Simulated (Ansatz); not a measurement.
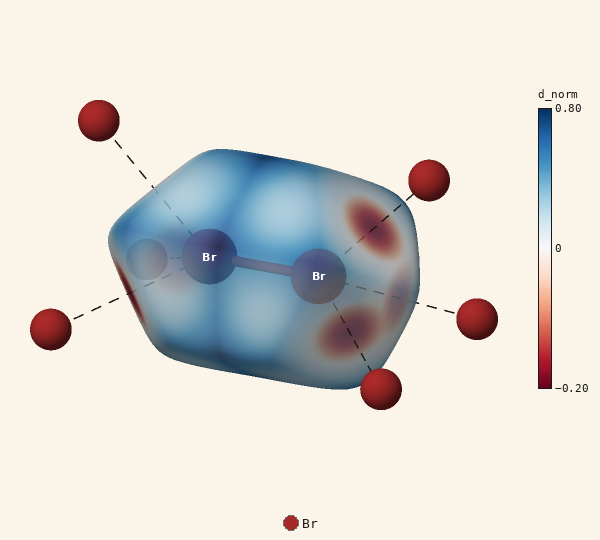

Hirshfeld surface computed for the Br2 molecule in Br (P6_3/mmc, No. 194), coloured by d_norm. Dashed lines lead to the closest neighbours outside.

The surface is where the fragment's share of the procrystal density (the sum of the densities of spherically averaged neutral Hartree-Fock atoms) equals one half. d_i and d_e are the distances from the surface to the nearest nucleus inside and outside; d_norm adds both, each measured against its van der Waals radius (Alvarez: Br 1.86 Å), so red marks contacts shorter than the sum of radii, white equal and blue longer.

Source of the atomic positions: coordinates from a relaxation with Ansatz 0.2.0, DFT PBEsol, scalar-relativistic, plane waves, PAW; the starting structure was generated, so it need not be a known form of this composition.

```xyz
4
Lattice="4.1195 0.0000 0.0000 -2.0598 3.5676 0.0000 0.0000 0.0000 9.3877" Properties=species:S:1:pos:R:3 pbc="T T T"
Br    0.0000    2.3784    3.5122
Br    2.0598    1.1892    8.2061
Br    2.0598    1.1892    5.8756
Br    0.0000    2.3784    1.1817
```

Which contact with the surroundings is the closest relative to the atoms' sizes?

Br···Br at 3.35 Å, 90 % of the sum of the van der Waals radii.

How is the surface shared among contacts (both directions of a pair summed)?

Br···Br 100 %.

Give the size and shape of the surface.

It encloses about 65 Å³, has an area of about 83 Å² and a globularity of 0.94 (1 for a sphere).
